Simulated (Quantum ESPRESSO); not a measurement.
**Band-structure run, with input and output: MgS (part 2 of 2)**

MgS (4 atoms in the cell); Kohn-Sham DFT of a periodic cell, LDA, GBRV 1.5 LDA, no spin polarisation (Quantum ESPRESSO 7.5); cutoff 612.26 eV, 8×8×4 k-mesh, fermi-dirac of 0.05 eV. The structure derives from a Materials Project entry.

Geometry of the input (Å; fractional positions):
```
4.0346  0.0000  0.0000
-2.0173  3.4941  0.0000
0.0000  0.0000  6.4323
S  0.6667  0.3333  0.8792
S  0.3333  0.6667  0.3792
Mg 0.3333  0.6667  0.9958
Mg 0.6667  0.3333  0.4958
```

Output, continued
```
     iteration # 10     ecut=    45.00 Ry     beta= 0.50
     Davidson diagonalization with overlap
     ethr =  4.72E-12,  avg # of iterations =  2.4

     End of self-consistent calculation

          k = 0.0000 0.0000 0.0000 (  3115 PWs)   bands (ev):

   -70.2711 -70.2710 -37.7121 -37.7093 -37.7069 -37.7069 -37.7064 -37.7064
    -8.4613  -7.7103  -0.3638   2.3457   2.3457   2.7713   2.7713   2.9336
     6.0821   7.3552  10.2011  10.2011  10.9478  11.2300  11.2301  11.8065

          k = 0.0000 0.0000 0.1645 (  3116 PWs)   bands (ev):

   -70.2711 -70.2710 -37.7117 -37.7097 -37.7068 -37.7068 -37.7065 -37.7065
    -8.3656  -7.8376   0.0005   2.1908   2.4044   2.4044   2.7052   2.7052
     6.7925   7.5001  10.1656  10.1656  10.5274  10.8575  10.8575  11.1720

          k = 0.0000 0.0000-0.3291 (  3158 PWs)   bands (ev):

   -70.2711 -70.2711 -37.7107 -37.7107 -37.7067 -37.7067 -37.7067 -37.7067
    -8.1170  -8.1170   0.9607   0.9607   2.5511   2.5511   2.5511   2.5511
     7.5838   7.5838  10.3153  10.3153  10.3525  10.3525  10.3525  10.3525

          k = 0.0000 0.1514 0.0000 (  3108 PWs)   bands (ev):

   -70.2711 -70.2710 -37.7120 -37.7093 -37.7072 -37.7070 -37.7067 -37.7065
    -8.3829  -7.6716  -0.2410   1.8611   2.2169   2.2470   2.7359   2.8697
     6.7042   7.8764   9.7584  10.5355  10.5802  11.1549  11.2357  11.5037

          k = 0.0000 0.1514 0.1645 (  3110 PWs)   bands (ev):

   -70.2711 -70.2710 -37.7116 -37.7097 -37.7071 -37.7069 -37.7067 -37.7065
    -8.2913  -7.7908   0.0775   1.7993   2.0063   2.2864   2.6270   2.6526
     7.2356   8.0220   9.7908   9.9817  10.4545  10.4811  11.1898  11.4941

          k = 0.0000 0.1514-0.3291 (  3112 PWs)   bands (ev):

   -70.2711 -70.2711 -37.7107 -37.7107 -37.7069 -37.7069 -37.7067 -37.7067
    -8.0545  -8.0545   0.8909   0.8909   2.2698   2.2698   2.4627   2.4627
     8.0347   8.0347   9.5034   9.5034  10.6855  10.6855  10.7467  10.7467

          k = 0.0000 0.3029 0.0000 (  3108 PWs)   bands (ev):

   -70.2711 -70.2710 -37.7117 -37.7095 -37.7078 -37.7074 -37.7072 -37.7066
    -8.1736  -7.5843   0.0992   0.9270   1.3732   1.9590   2.6242   2.6537
     7.6595   8.1857   9.3339   9.9351  10.7049  10.7411  11.3958  11.8650

          k = 0.0000 0.3029 0.1645 (  3120 PWs)   bands (ev):

   -70.2711 -70.2710 -37.7114 -37.7099 -37.7077 -37.7074 -37.7071 -37.7067
    -8.0951  -7.6795   0.1864   0.9623   1.3618   2.0445   2.5126   2.5389
     7.6231   8.3924   9.2822   9.8975  10.3220  10.9455  11.5134  11.9653

          k = 0.0000 0.3029-0.3291 (  3120 PWs)   bands (ev):

   -70.2711 -70.2711 -37.7107 -37.7107 -37.7075 -37.7075 -37.7069 -37.7069
    -7.8955  -7.8955   0.5104   0.5104   2.0025   2.0025   2.2658   2.2658
     8.0483   8.0483   9.4799   9.4799  10.7880  10.7880  11.4561  11.4561

          k = 0.0000 0.4543 0.0000 (  3126 PWs)   bands (ev):

   -70.2711 -70.2710 -37.7112 -37.7098 -37.7084 -37.7081 -37.7074 -37.7067
    -7.9162  -7.5228   0.1074   0.5962   0.7596   1.7434   2.2716   2.5023
     7.5966   8.1003   8.6026  10.3748  10.5481  11.3023  11.5350  13.2959

          k = 0.0000 0.4543 0.1645 (  3124 PWs)   bands (ev):

   -70.2711 -70.2710 -37.7111 -37.7102 -37.7083 -37.7080 -37.7073 -37.7068
    -7.8603  -7.5820  -0.0766   0.3361   1.2694   1.8387   2.3716   2.3740
     7.3529   7.8409   9.3542   9.5852  10.8058  11.2325  11.8784  13.1241

          k = 0.0000 0.4543-0.3291 (  3116 PWs)   bands (ev):

   -70.2710 -70.2710 -37.7108 -37.7108 -37.7080 -37.7080 -37.7071 -37.7071
    -7.7228  -7.7228  -0.0271  -0.0271   2.0503   2.0503   2.0879   2.0879
     7.5361   7.5361   9.2199   9.2199  11.7115  11.7115  11.9134  11.9135

          k = 0.0000-0.6058 0.0000 (  3110 PWs)   bands (ev):

   -70.2710 -70.2710 -37.7110 -37.7100 -37.7087 -37.7084 -37.7075 -37.7068
    -7.7744  -7.5251  -0.1598   0.4229   1.0071   1.6624   1.9716   2.4515
     7.4149   7.9170   8.4976  10.2318  10.9975  11.3395  11.7816  13.7307

          k = 0.0000-0.6058 0.1645 (  3118 PWs)   bands (ev):

   -70.2710 -70.2710 -37.7110 -37.7103 -37.7085 -37.7083 -37.7074 -37.7069
    -7.7364  -7.5598  -0.2902   0.1031   1.4412   1.7607   2.2241   2.3144
     7.2027   7.5678   9.3809   9.4651  10.7009  11.2496  12.3879  13.6422

          k = 0.0000-0.6058-0.3291 (  3128 PWs)   bands (ev):

   -70.2710 -70.2710 -37.7108 -37.7108 -37.7083 -37.7083 -37.7071 -37.7071
    -7.6464  -7.6464  -0.2592  -0.2592   2.0188   2.0188   2.1098   2.1098
     7.3353   7.3353   9.0067   9.0067  11.9572  11.9572  12.0917  12.0917

          k = 0.1312 0.2272 0.0000 (  3100 PWs)   bands (ev):

   -70.2711 -70.2710 -37.7118 -37.7094 -37.7076 -37.7073 -37.7070 -37.7066
    -8.2386  -7.6084  -0.0073   1.3267   1.4319   2.0963   2.5581   2.7308
     7.5287   8.5710   9.2643   9.7109  10.5953  10.7573  11.4038  11.6165

          k = 0.1312 0.2272 0.1645 (  3114 PWs)   bands (ev):

   -70.2711 -70.2710 -37.7115 -37.7098 -37.7075 -37.7073 -37.7070 -37.7067
    -8.1556  -7.7115   0.1834   1.2124   1.5447   2.0480   2.4543   2.6124
     7.7561   8.7326   9.2543   9.4259  10.2914  10.9717  11.3036  11.6626

          k = 0.1312 0.2272-0.3291 (  3104 PWs)   bands (ev):

   -70.2711 -70.2711 -37.7107 -37.7107 -37.7073 -37.7073 -37.7069 -37.7069
    -7.9435  -7.9435   0.6670   0.6670   2.0368   2.0368   2.2785   2.2785
     8.3996   8.3996   9.2537   9.2537  10.5146  10.5146  11.3411  11.3411

          k = 0.1312 0.3786 0.0000 (  3112 PWs)   bands (ev):

   -70.2711 -70.2710 -37.7114 -37.7097 -37.7081 -37.7079 -37.7074 -37.7068
    -8.0014  -7.5343   0.3467   0.6040   0.8831   1.6878   2.3297   2.4311
     8.2551   8.5531   8.7039   9.8529  10.2719  10.8460  11.5494  12.3914

          k = 0.1312 0.3786 0.1645 (  3119 PWs)   bands (ev):

   -70.2711 -70.2710 -37.7112 -37.7101 -37.7080 -37.7078 -37.7073 -37.7069
    -7.9368  -7.6067   0.1431   0.5436   1.2872   1.6978   2.1777   2.5171
     7.8745   8.5855   8.9608   9.9328  10.3498  10.7920  11.3655  12.2953

          k = 0.1312 0.3786-0.3291 (  3120 PWs)   bands (ev):

   -70.2710 -70.2710 -37.7107 -37.7107 -37.7078 -37.7078 -37.7071 -37.7071
    -7.7756  -7.7756   0.2189   0.2189   1.8042   1.8042   2.1926   2.1926
     8.0447   8.0447   9.5710   9.5710  10.5754  10.5754  11.7331  11.7331

          k = 0.1312 0.5301 0.0000 (  3116 PWs)   bands (ev):

   -70.2710 -70.2710 -37.7110 -37.7100 -37.7085 -37.7083 -37.7076 -37.7069
    -7.7817  -7.5195   0.0016   0.5175   0.9788   1.4060   2.0256   2.1864
     7.9633   8.0428   8.8209  10.2389  10.6579  11.2792  11.7362  13.2705

          k = 0.1312 0.5301 0.1645 (  3124 PWs)   bands (ev):

   -70.2710 -70.2710 -37.7110 -37.7103 -37.7084 -37.7082 -37.7075 -37.7070
    -7.7421  -7.5563  -0.1426   0.2040   1.2696   1.6650   1.9794   2.3306
     7.5557   8.1709   9.2836   9.6579  10.1892  11.6079  11.8963  13.1916

          k = 0.1312 0.5301-0.3291 (  3128 PWs)   bands (ev):

   -70.2710 -70.2710 -37.7108 -37.7108 -37.7082 -37.7082 -37.7073 -37.7073
    -7.6479  -7.6479  -0.1323  -0.1323   1.6104   1.6104   2.2715   2.2715
     7.7236   7.7236   9.2930   9.2930  10.9197  10.9197  12.4222  12.4222

          k = 0.2623 0.4543 0.0000 (  3120 PWs)   bands (ev):

   -70.2710 -70.2710 -37.7110 -37.7100 -37.7083 -37.7082 -37.7077 -37.7071
    -7.7888  -7.5141   0.3430   0.4447   0.9844   1.1789   1.8708   2.0785
     7.9282   9.1809   9.4313   9.7414  10.2270  11.2421  11.3217  12.9368

          k = 0.2623 0.4543 0.1645 (  3129 PWs)   bands (ev):

   -70.2710 -70.2710 -37.7110 -37.7103 -37.7082 -37.7081 -37.7076 -37.7072
    -7.7476  -7.5531   0.1291   0.2313   1.0886   1.5230   1.7509   2.3593
     8.1635   8.5478   9.3100   9.8102  10.4091  10.8910  11.3138  12.7108

          k = 0.2623 0.4543-0.3291 (  3128 PWs)   bands (ev):

   -70.2710 -70.2710 -37.7108 -37.7108 -37.7080 -37.7080 -37.7074 -37.7074
    -7.6493  -7.6493   0.0349   0.0349   1.2912   1.2912   2.3131   2.3131
     8.1955   8.1955   9.5773   9.5773  10.6547  10.6547  11.5061  11.5061

          k = 0.2623 0.6058 0.0000 (  3112 PWs)   bands (ev):

   -70.2710 -70.2710 -37.7107 -37.7103 -37.7084 -37.7082 -37.7080 -37.7073
    -7.6557  -7.5473   0.2070   0.5883   0.7810   1.3394   1.6714   1.7578
     7.6297   9.2279   9.7330  10.3435  10.4325  10.9409  12.0335  13.0518

          k = 0.2623 0.6058 0.1645 (  3114 PWs)   bands (ev):

   -70.2710 -70.2710 -37.7108 -37.7105 -37.7082 -37.7081 -37.7078 -37.7074
    -7.6366  -7.5598   0.0735   0.2708   0.7388   1.4496   1.8639   2.1671
     7.9643   9.0723   9.2072   9.3948  10.7578  11.0653  11.9962  13.1708

          k = 0.2623 0.6058-0.3291 (  3136 PWs)   bands (ev):

   -70.2710 -70.2710 -37.7108 -37.7108 -37.7080 -37.7080 -37.7076 -37.7076
    -7.5950  -7.5950  -0.0033  -0.0033   1.0335   1.0335   2.3793   2.3793
     8.2809   8.2809   9.3109   9.3109  10.7742  10.7742  12.1737  12.1737

     the Fermi energy is     4.9336 ev

!    total energy              =    -298.72729028 Ry
     estimated scf accuracy    <          7.1E-12 Ry
     smearing contrib. (-TS)   =      -0.00000000 Ry
     internal energy E=F+TS    =    -298.72729028 Ry

     The total energy is F=E-TS. E is the sum of the following terms:
     one-electron contribution =    -229.89479514 Ry
     hartree contribution      =     115.36857077 Ry
     xc contribution           =     -49.82802659 Ry
     ewald contribution        =    -134.37303932 Ry

     convergence has been achieved in  10 iterations

     Forces acting on atoms (cartesian axes, Ry/au):

     atom    1 type  1   force =    -0.00000000   -0.00000000   -0.00201241
     atom    2 type  1   force =     0.00000000   -0.00000000   -0.00201241
     atom    3 type  2   force =    -0.00000000   -0.00000000    0.00201241
     atom    4 type  2   force =     0.00000000    0.00000000    0.00201241

     Total force =     0.004025     Total SCF correction =     0.000001

     Computing stress (Cartesian axis) and pressure

          total   stress  (Ry/bohr**3)                   (kbar)     P=      -21.29
  -0.00014022  -0.00000000  -0.00000000          -20.63       -0.00       -0.00
  -0.00000000  -0.00014022  -0.00000000           -0.00      -20.63       -0.00
   0.00000000   0.00000000  -0.00015366            0.00        0.00      -22.60

=------------------------------------------------------------------------------=
   JOB DONE.
=------------------------------------------------------------------------------=
```

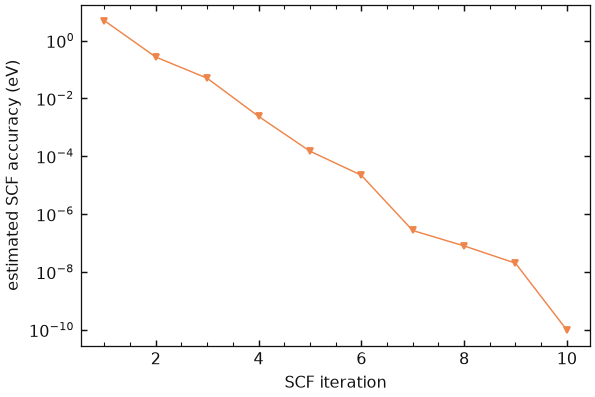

Convergence of the self-consistent field: estimated SCF accuracy against the iteration. The field takes 10 iterations in all.

Key numbers

| quantity | value |
| --- | --- |
| outcome | converged |
| space group (tolerance 0.01 Å) | P6₃mc (186) |
| electrons treated | 32 |
| free energy | −4064.3918 eV |
| Fermi energy of the self-consistent step | 4.934 eV |
| gap on the k-point mesh | 3.15 eV |
| gap on the band path | 3.15 eV |
| pressure | −2.13 GPa |
| largest force (length of the vector) | 0.052 eV/Å |
| hardware | 2 threads of Intel Xeon (Granite Rapids), 64 GiB of memory available, shared host |
| wall time | 49 s (CPU time 96 s) |
| peak memory | 0.42 GiB |

Further notes kept with the run: eigenvalues not converged.
